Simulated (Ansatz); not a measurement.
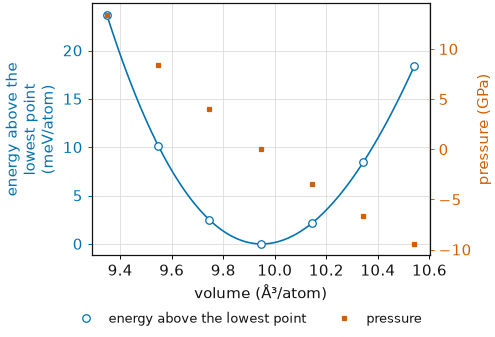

The plot gives the computed energy above the lowest point and pressure against volume for Co₂O, space group Fm-3m (No. 225) (one of a set of cubic test structures, which need not be the stable phase).

How it was computed, with Ansatz 0.2.0 development build: equation of state of a cubic crystal from periodic Kohn-Sham density functional theory without spin, third-order Birch-Murnaghan fit to the free energies; pressure corrected for the finite basis. Level: PBE.

```
                setting                   value
         structure type            antifluorite
          atoms in cell                       3
     space group number                     225
       lattice centring  face-centred primitive
                 k mesh                38×38×38
      occupation method             Fermi–Dirac
       occupation width              0.06123 eV
            wave cutoff                  420 eV
               datasets              soft-1 PAW
      density tolerance                1e-07 eV
                  bands                      24
   density cutoff ratio                       4
search for lower states                 default
```

Give the fitted equation-of-state parameters.

A third-order Birch–Murnaghan fit gives V0 = 9.95 Å³/atom, B0 = 186 GPa and B′ = 4.6.

What does the pressure do across the range?

It falls from 13.4 GPa at volume 9.35 Å³/atom to −9.4 GPa at 10.54 Å³/atom, and changes sign near 9.95 Å³/atom.

Caveats: cubic model structure, not the ambient form; no spin polarisation, a magnetic state may lie lower.
